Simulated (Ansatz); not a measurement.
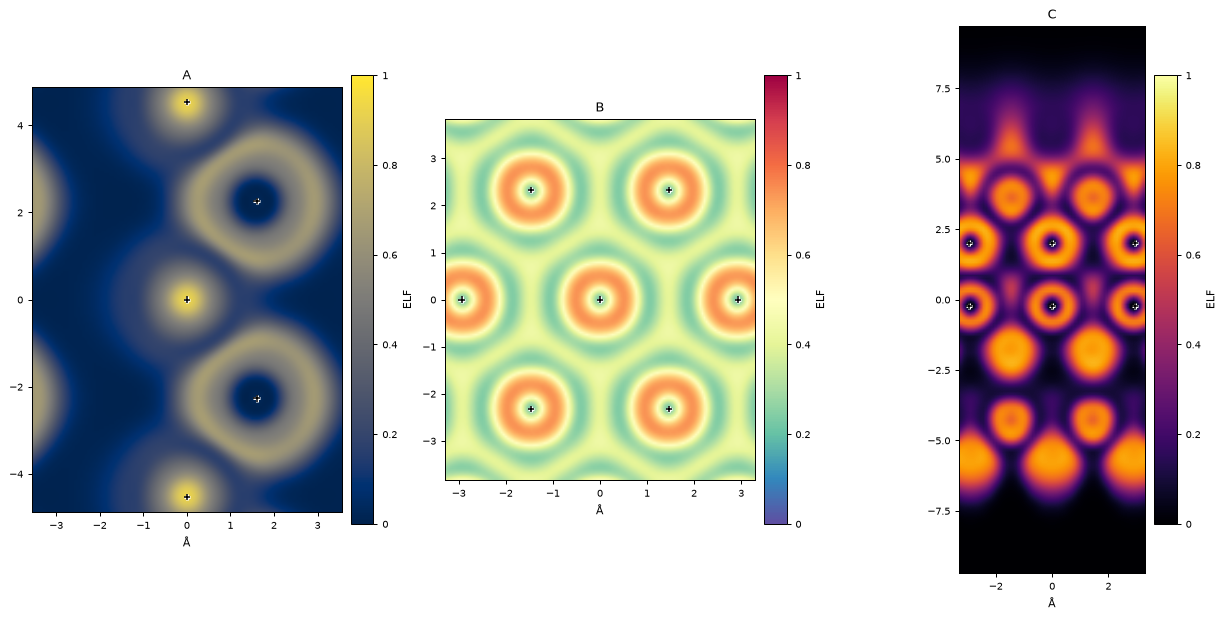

The ELF of 3 systems, each on a plane through atoms (crosses mark nuclei in the plane).

These are results of Ansatz 0.2.0, DFT PBE, scalar-relativistic, plane waves, PAW, not measurements.

System 1: Re, the (011̄) plane of the conventional cell. Space group R-3m; computed pressure about −20 GPa in this cell; computed without spin polarisation.

```
CELL_PARAMETERS angstrom
2.94020 0.00000 -0.00038
-1.47010 2.54629 0.00000
-0.00081 -0.00047 6.49181
ATOMIC_POSITIONS crystal
Re 0.33333 0.66667 0.66667
Re 0.00000 0.00000 0.00000
Re 0.66667 0.33333 0.33333
```

System 2: CdTe, the (011) plane of the conventional cell. Space group F-43m; computed pressure about 4 GPa in this cell.

System 3: TaN (slab), the (010) plane of the calculation cell, a cut from vacuum to vacuum. 

### Match each panel to its system.

Panel A is system 2, CdTe: the plane holds Cd and Te. Cd–Te (2.78 Å): the ELF is about 0.50 at the midpoint. Panel B is system 1, Re: the plane holds Re. Re–Re (2.75 Å): the ELF is about 0.40 at the midpoint. Panel C is system 3, TaN: the plane holds Ta and N.
